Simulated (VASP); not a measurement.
Single-point calculation, with input and output: SiC3

- system: SiC3 (R3m, 4 atoms in the cell)
- method: DFT, plane waves, PAW, settings varied from a PBE run (VASP 6.6.1)

The structure was built on a prototype by a generator. The geometry comes from this level: r2SCAN (a point of a series of strains).

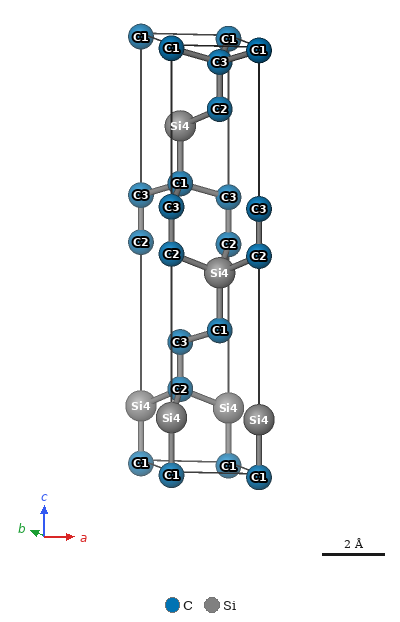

**Figure 1.** The structure as given in the input (ball-and-stick view of the cell 3 times as large as that of the calculation, set on its symmetry axes, seen slightly off an axis; atoms are numbered from 1 in the order of the input). Near neighbours in the crystal (not all of them lie inside the picture): C has 3 C at 1.74 Å and 1 Si at 1.88 Å; C has 1 C at 1.54 Å and 3 Si at 1.80 Å; C has 4 C at 1.54 to 1.74 Å; Si has 4 C at 1.80 to 1.88 Å.

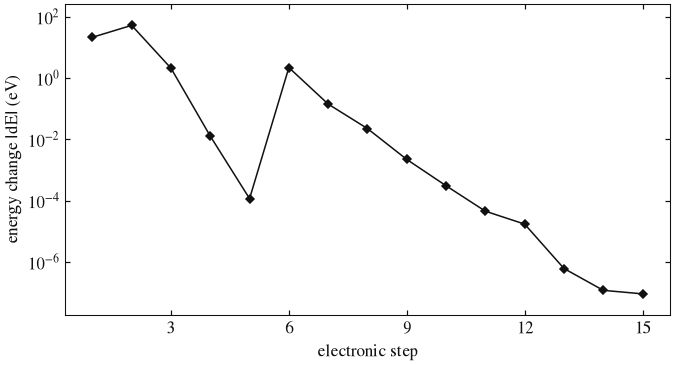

**Figure 2.** Convergence of the self-consistent field: energy change |dE| against the electronic step. It takes 15 electronic steps. The density is held fixed in the first few steps, and dE rises again when its update begins.

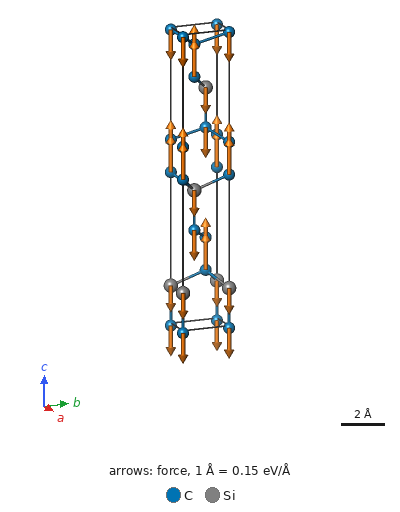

**Figure 3.** Forces on the atoms as orange arrows (ball-and-stick view of the cell 3 times as large as that of the calculation, set on its symmetry axes, seen slightly off an axis). The largest act on C2 (0.27 eV/Å); C1 (0.22 eV/Å); Si4 (0.19 eV/Å); C3 (0.14 eV/Å). Atoms are counted from 1 in the order of the input and aren't labelled in the picture. The geometry is not a stationary point of this energy.

These pictures come from the run below.

## INCAR
```
ENCUT = 520.000000
EDIFF = 1.00e-07
GGA = PE
PREC = Accurate
IBRION = -1
ISIF = 2
NBANDS = 16
NELM = 120
NSW = 0
LASPH = .TRUE.
LCHARG = .FALSE.
LWAVE = .FALSE.
LREAL = .FALSE.
ISMEAR = -5
SIGMA = 0.2
```

## KPOINTS
```
KPOINTS created by Atomic Simulation Environment
0
Monkhorst-Pack
10 10 10
0 0 0
```

## POSCAR
```
C  Si
 1.0000000000000000
     1.4387886198946001    0.8306849970031174    4.6550861549000002
    -1.4387886198946001    0.8306849970031174    4.6550861549000002
     0.0000000000000000   -1.6613699940062354    4.6550861549000002
 C   Si
   3   1
Cartesian
  1.4387886198945998  0.8306849970031169  4.7664882233418338
 -0.0000000000000000 -0.0000000000000003  6.8365847026714519
  0.0000000000000001 -0.0000000000000003  5.2972643265726633
 -0.0000000000000001 -0.0000000000000005 12.1939512141425208
```

Run as:
```bash
mpirun -np 1 vasp_std
```

## OSZICAR
```
N       E                     dE             d eps       ncg     rms          rms(c)
DAV:   1     0.215124061762E+02    0.21512E+02   -0.74677E+03  3528   0.922E+02
DAV:   2    -0.312639048602E+02   -0.52776E+02   -0.47830E+02  4960   0.161E+02
DAV:   3    -0.333758986493E+02   -0.21120E+01   -0.21018E+01  4392   0.293E+01
DAV:   4    -0.333887025344E+02   -0.12804E-01   -0.12801E-01  4504   0.278E+00
DAV:   5    -0.333888189887E+02   -0.11645E-03   -0.11645E-03  4352   0.247E-01    0.106E+01
DAV:   6    -0.311815392965E+02    0.22073E+01   -0.30213E+00  4504   0.142E+01    0.489E+00
DAV:   7    -0.310392641378E+02    0.14228E+00   -0.10494E+00  4768   0.693E+00    0.252E+00
DAV:   8    -0.310167383881E+02    0.22526E-01   -0.82758E-02  4488   0.211E+00    0.487E-01
DAV:   9    -0.310145203602E+02    0.22180E-02   -0.15933E-02  4552   0.107E+00    0.159E-01
DAV:  10    -0.310148270295E+02   -0.30667E-03   -0.20134E-03  4584   0.312E-01    0.586E-02
DAV:  11    -0.310148722753E+02   -0.45246E-04   -0.10335E-04  4720   0.806E-02    0.255E-02
DAV:  12    -0.310148894225E+02   -0.17147E-04   -0.28809E-05  4744   0.443E-02    0.830E-03
DAV:  13    -0.310148900327E+02   -0.61019E-06   -0.21425E-06  4600   0.103E-02    0.491E-03
DAV:  14    -0.310148901510E+02   -0.11829E-06   -0.14666E-07  4104   0.386E-03    0.238E-03
DAV:  15    -0.310148902417E+02   -0.90713E-07   -0.18124E-07  3072   0.314E-03
   1 F= -.31014890E+02 E0= -.31014890E+02  d E =0.000000E+00
```

## Parts of OUTCAR
```
k-points           NKPTS =    110   k-points in BZ     NKDIM =    110   number of bands    NBANDS=     16

   NELECT =      16.0000    total number of electrons

   dimension x,y,z NGX =    40 NGY =   40 NGZ =   40
   dimension x,y,z NGXF=    80 NGYF=   80 NGZF=   80

  energy-cutoff  :      520.00
  volume of cell :       33.38
      direct lattice vectors                 reciprocal lattice vectors
     1.438788620  0.830684997  4.655086155     0.347514564  0.200637627  0.071606265
    -1.438788620  0.830684997  4.655086155    -0.347514564  0.200637627  0.071606265
     0.000000000 -1.661369994  4.655086155     0.000000000 -0.401275254  0.071606265

 k-points in reciprocal lattice and weights: KPOINTS created by Atomic Simulation Env
   0.05000000  0.05000000  0.05000000       0.002
   0.15000000  0.05000000  0.05000000       0.006
   0.25000000  0.05000000  0.05000000       0.006
   0.35000000  0.05000000  0.05000000       0.006
   0.45000000  0.05000000  0.05000000       0.006
  -0.45000000  0.05000000  0.05000000       0.006
  -0.35000000  0.05000000  0.05000000       0.006
  -0.25000000  0.05000000  0.05000000       0.006
  -0.15000000  0.05000000  0.05000000       0.006
  -0.05000000  0.05000000  0.05000000       0.006
   0.15000000  0.15000000  0.05000000       0.006
   0.25000000  0.15000000  0.05000000       0.012
   0.35000000  0.15000000  0.05000000       0.012
   0.45000000  0.15000000  0.05000000       0.012
  -0.45000000  0.15000000  0.05000000       0.012
  -0.35000000  0.15000000  0.05000000       0.012
  -0.25000000  0.15000000  0.05000000       0.012
  -0.15000000  0.15000000  0.05000000       0.012
  -0.05000000  0.15000000  0.05000000       0.012
   0.25000000  0.25000000  0.05000000       0.006
   0.35000000  0.25000000  0.05000000       0.012
   0.45000000  0.25000000  0.05000000       0.012
  -0.45000000  0.25000000  0.05000000       0.012
  -0.35000000  0.25000000  0.05000000       0.012
  -0.25000000  0.25000000  0.05000000       0.012
  -0.15000000  0.25000000  0.05000000       0.012
  -0.05000000  0.25000000  0.05000000       0.012
   0.35000000  0.35000000  0.05000000       0.006
   0.45000000  0.35000000  0.05000000       0.012
  -0.45000000  0.35000000  0.05000000       0.012
  -0.35000000  0.35000000  0.05000000       0.012
  -0.25000000  0.35000000  0.05000000       0.012
  -0.15000000  0.35000000  0.05000000       0.012
  -0.05000000  0.35000000  0.05000000       0.012
   0.45000000  0.45000000  0.05000000       0.006
  -0.45000000  0.45000000  0.05000000       0.012
  -0.35000000  0.45000000  0.05000000       0.012
  -0.25000000  0.45000000  0.05000000       0.012
  -0.15000000  0.45000000  0.05000000       0.012
  -0.05000000  0.45000000  0.05000000       0.012
  -0.45000000 -0.45000000  0.05000000       0.006
  -0.35000000 -0.45000000  0.05000000       0.012
  -0.25000000 -0.45000000  0.05000000       0.012
  -0.15000000 -0.45000000  0.05000000       0.012
  -0.35000000 -0.35000000  0.05000000       0.006
  -0.25000000 -0.35000000  0.05000000       0.012
  -0.15000000 -0.35000000  0.05000000       0.012
  -0.25000000 -0.25000000  0.05000000       0.006
  -0.15000000 -0.25000000  0.05000000       0.012
  -0.15000000 -0.15000000  0.05000000       0.006
   0.15000000  0.15000000  0.15000000       0.002
   0.25000000  0.15000000  0.15000000       0.006
   0.35000000  0.15000000  0.15000000       0.006
   0.45000000  0.15000000  0.15000000       0.006
  -0.45000000  0.15000000  0.15000000       0.006
  -0.35000000  0.15000000  0.15000000       0.006
  -0.25000000  0.15000000  0.15000000       0.006
  -0.15000000  0.15000000  0.15000000       0.006
   0.25000000  0.25000000  0.15000000       0.006
   0.35000000  0.25000000  0.15000000       0.012
   0.45000000  0.25000000  0.15000000       0.012
  -0.45000000  0.25000000  0.15000000       0.012
  -0.35000000  0.25000000  0.15000000       0.012
  -0.25000000  0.25000000  0.15000000       0.012
  -0.15000000  0.25000000  0.15000000       0.012
   0.35000000  0.35000000  0.15000000       0.006
   0.45000000  0.35000000  0.15000000       0.012
  -0.45000000  0.35000000  0.15000000       0.012
  -0.35000000  0.35000000  0.15000000       0.012
  -0.25000000  0.35000000  0.15000000       0.012
  -0.15000000  0.35000000  0.15000000       0.012
   0.45000000  0.45000000  0.15000000       0.006
  -0.45000000  0.45000000  0.15000000       0.012
  -0.35000000  0.45000000  0.15000000       0.012
  -0.25000000  0.45000000  0.15000000       0.012
  -0.15000000  0.45000000  0.15000000       0.012
  -0.45000000 -0.45000000  0.15000000       0.006
  -0.35000000 -0.45000000  0.15000000       0.012
  -0.25000000 -0.45000000  0.15000000       0.012
  -0.35000000 -0.35000000  0.15000000       0.006
  -0.25000000 -0.35000000  0.15000000       0.012
  -0.25000000 -0.25000000  0.15000000       0.006
   0.25000000  0.25000000  0.25000000       0.002
   0.35000000  0.25000000  0.25000000       0.006
   0.45000000  0.25000000  0.25000000       0.006
  -0.45000000  0.25000000  0.25000000       0.006
  -0.35000000  0.25000000  0.25000000       0.006
  -0.25000000  0.25000000  0.25000000       0.006
   0.35000000  0.35000000  0.25000000       0.006
   0.45000000  0.35000000  0.25000000       0.012
  -0.45000000  0.35000000  0.25000000       0.012
  -0.35000000  0.35000000  0.25000000       0.012
  -0.25000000  0.35000000  0.25000000       0.012
   0.45000000  0.45000000  0.25000000       0.006
  -0.45000000  0.45000000  0.25000000       0.012
  -0.35000000  0.45000000  0.25000000       0.012
  -0.25000000  0.45000000  0.25000000       0.012
  -0.45000000 -0.45000000  0.25000000       0.006
  -0.35000000 -0.45000000  0.25000000       0.012
  -0.35000000 -0.35000000  0.25000000       0.006
   0.35000000  0.35000000  0.35000000       0.002
   0.45000000  0.35000000  0.35000000       0.006
  -0.45000000  0.35000000  0.35000000       0.006
  -0.35000000  0.35000000  0.35000000       0.006
   0.45000000  0.45000000  0.35000000       0.006
  -0.45000000  0.45000000  0.35000000       0.012
  -0.35000000  0.45000000  0.35000000       0.012
  -0.45000000 -0.45000000  0.35000000       0.006
   0.45000000  0.45000000  0.45000000       0.002
  -0.45000000  0.45000000  0.45000000       0.006

 E-fermi :   8.7435

 k-point     1 :       0.0500    0.0500    0.0500
  band No.  band energies     occupation
      1      -9.3987      2.00000
      2      -4.7437      2.00000
      3      -2.1706      2.00000
      4       5.8941      2.00000
      5       5.8941      2.00000
      6       7.7657      2.00000
      7       8.6636      2.00000
      8       8.6636      2.00000
      9      12.0689      0.00000
     10      13.2804      0.00000
     11      13.2804      0.00000
     12      13.9543      0.00000
     13      16.6957      0.00000
     14      17.0093      0.00000
     15      17.0093      0.00000
     16      21.4923      0.00000

 k-point     2 :       0.1500    0.0500    0.0500
  band No.  band energies     occupation
      1      -9.1896      2.00000
      2      -4.7243      2.00000
      3      -1.8246      2.00000
      4       4.9142      2.00000
      5       5.6706      2.00000
      6       7.3985      2.00000
      7       7.9058      2.00000
      8       8.2334      2.00000
      9      12.6250      0.00000
     10      13.2922      0.00000
     11      13.8880      0.00000
     12      14.2172      0.00000
     13      16.4462      0.00000
     14      17.4327      0.00000
     15      17.5384      0.00000
     16      21.8767      0.00000

 k-point     3 :       0.2500    0.0500    0.0500
  band No.  band energies     occupation
      1      -8.6022      2.00000
      2      -4.4135      2.00000
      3      -1.1673      2.00000
      4       2.9922      2.00000
      5       5.1042      2.00000
      6       5.9201      2.00000
      7       6.8374      2.00000
      8       7.4976      2.00000
      9      12.4549      0.00000
     10      13.6222      0.00000
     11      15.0985      0.00000
     12      15.1221      0.00000
     13      16.3005      0.00000
     14      18.3131      0.00000
     15      18.7535      0.00000
     16      21.0911      0.00000

 k-point     4 :       0.3500    0.0500    0.0500
  band No.  band energies     occupation
      1      -7.6666      2.00000
      2      -3.8804      2.00000
      3      -0.6255      2.00000
      4       1.4113      2.00000
      5       3.9321      2.00000
      6       4.5087      2.00000
      7       5.7374      2.00000
      8       6.8294      2.00000
      9      12.0958      0.00000
     10      13.2634      0.00000
     11      15.6406      0.00000
     12      16.3367      0.00000
     13      16.8035      0.00000
     14      18.7164      0.00000
     15      19.6568      0.00000
     16      20.7307      0.00000

 k-point     5 :       0.4500    0.0500    0.0500
  band No.  band energies     occupation
      1      -6.4804      2.00000
      2      -3.5795      2.00000
      3      -1.1334      2.00000
      4       1.6174      2.00000
      5       2.2431      2.00000
      6       4.0838      2.00000
      7       4.4676      2.00000
      8       6.3999      2.00000
      9      11.8673      0.00000
     10      12.9505      0.00000
     11      15.1624      0.00000
     12      17.1405      0.00000
     13      17.3847      0.00000
     14      19.0629      0.00000
     15      19.8020      0.00000
     16      20.6452      0.00000

 [... the levels of 104 k-points are left out ...]

 k-point   110 :      -0.4500    0.4500    0.4500
  band No.  band energies     occupation
      1      -8.4744      2.00000
      2      -6.8748      2.00000
      3       1.9217      2.00000
      4       4.1157      2.00000
      5       5.0610      2.00000
      6       5.6627      2.00000
      7       7.5679      2.00000
      8       8.1451      2.00000
      9      12.6826      0.00000
     10      13.4094      0.00000
     11      14.2131      0.00000
     12      14.8218      0.00000
     13      17.0821      0.00000
     14      17.9858      0.00000
     15      18.1760      0.00000
     16      20.4141      0.00000

  Total       -1.5193766     -1.5193766      0.7936152      0.0000000     -0.0000000      0.0000000
  in kB      -72.9228570    -72.9228570     38.0897601      0.0000000     -0.0000000      0.0000000
  external PRESSURE =     -35.9186513 kB  Pullay stress =       0.0000000 kB

 POSITION                                       TOTAL-FORCE (eV/Angst)
 -----------------------------------------------------------------------------------
      0.00000     -0.00000      0.11140         0.000000     -0.000000      0.219633
      0.00000     -0.00000      6.83658         0.000000      0.000000     -0.269343
      0.00000     -0.00000      5.29726         0.000000      0.000000     -0.140820
      0.00000     -0.00000     12.19395         0.000000     -0.000000      0.190530
 -----------------------------------------------------------------------------------
    total drift:                               -0.000000     -0.000000      0.000010

  FREE ENERGIE OF THE ION-ELECTRON SYSTEM (eV)
  ---------------------------------------------------
  free  energy   TOTEN  =       -31.0148902417 eV

  energy  without entropy=      -31.0148902417  energy(sigma->0) =      -31.01489024
```

## Summary

```csv
quantity,value
outcome,converged
space group (tolerance 0.01 Å),R3m (160)
electrons treated,16
free energy,−31.0149 eV
Fermi energy,8.743 eV
band gap,1.76 eV
pressure,−3.59 GPa
largest force (length of the vector),0.269 eV/Å
hardware,"1 CPU thread, shared host"
wall time,2.9 min
peak memory,0.23 GiB
```

## Notes

Settings chosen away from the usual ones: ISMEAR = -5; SIGMA = 0.2.
